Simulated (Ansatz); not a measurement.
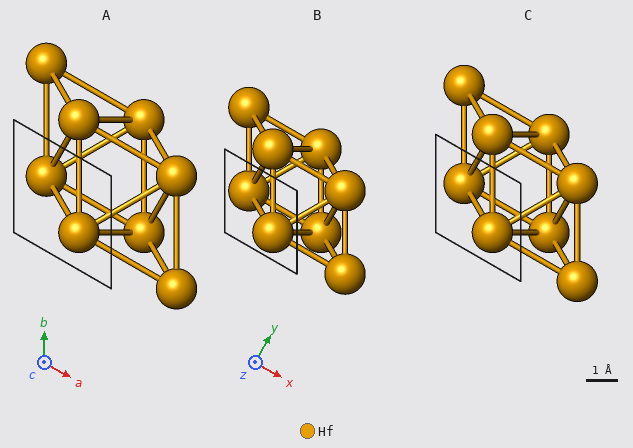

A scan of solid Hf (P6_3/mmc): the cell is strained equally along x and y, with the atoms kept at their fractional coordinates. x, y and z are the Cartesian axes of the input. The picture is a ball-and-stick view of the cell of the calculation, repeated 2 × 2 × 1 with one cell outlined, seen along the c axis.

Level of theory: Ansatz, DFT PBE, scalar-relativistic, plane waves, PAW. Set-up: plane-wave cutoff 420 eV; k-point mesh 18 × 18 × 10; occupations gaussian; smearing width 0.15 eV; no spin polarisation. Energies (free energies at the smearing named) are counted from the cell as listed in its source, which wasn't relaxed.

Question: Order these geometries by energy, lowest first.

Answer: Lowest first: C (the strain 0.00, 0 meV/atom), A (the strain 0.15, 550 meV/atom), B (the strain −0.15, 1061 meV/atom). Over the whole scan: the lowest computed point lies at the strain 0.00 (0 meV/atom). The unrelaxed reference is under a pressure of 0.8 GPa, which tilts the curve. The distortion keeps the space group P6_3/mmc. At the strain −0.15 the cell of the drawing goes a 3.197 → 2.717 Å, b 3.197 → 2.717 Å.
